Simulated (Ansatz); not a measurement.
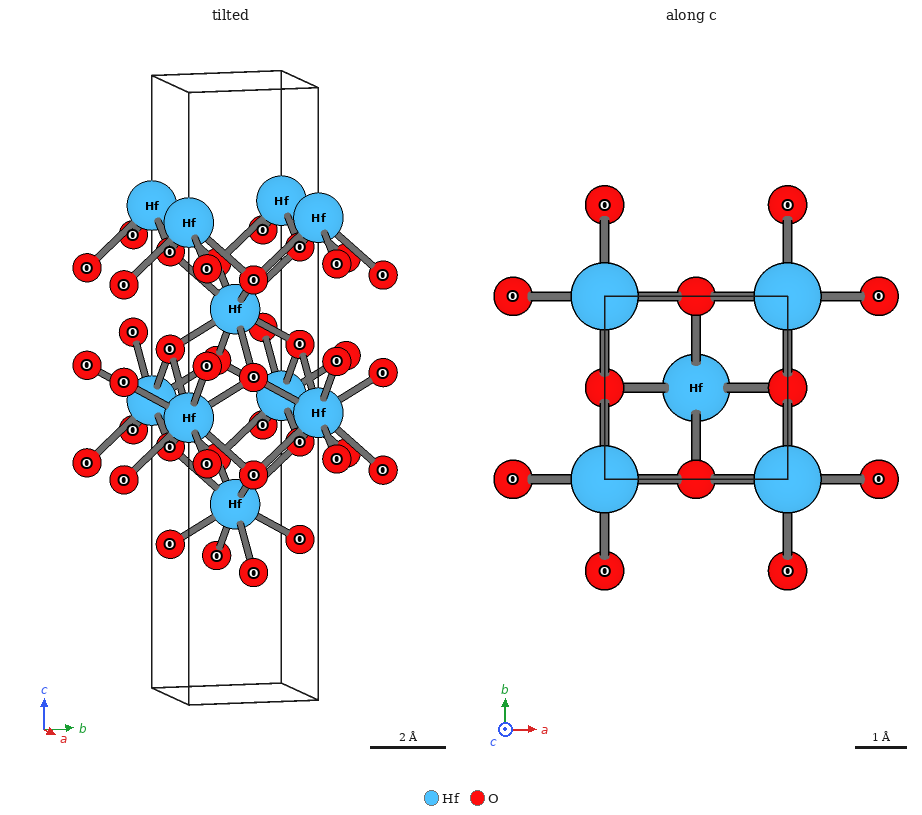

Ball-and-stick drawing of the structure, looking slightly off an axis and along the c axis. The frame is the simulation cell; atoms at its boundary are shown with their periodic copies. Some neighbours outside the box are added. Cell: a = 3.604 Å, b = 3.604 Å, c = 16.528 Å, α = 90.00°, β = 90.00°, γ = 90.00°.

Describe the arrangement of the atoms.

The solid is HfO2. The cell comprises 4 formula units: 4 Hf, 8 O. Counting contacts within bonding distance, the coordination numbers are Hf 4 to 8 (mean 7.0) and O 2 to 4 (mean 3.5). Not all metal-metal contacts are counted. The bonds build HfO2 layers parallel to (001).

Starting structure: a structure listed in the Materials Project. The cell was then strained or its atoms displaced on purpose. It was run through Ansatz as a DFT input.

At this level of theory the cell isn't at rest (forces up to 2.5 eV/Å), so its distances can differ from those at equilibrium, the more so the softer the solid.
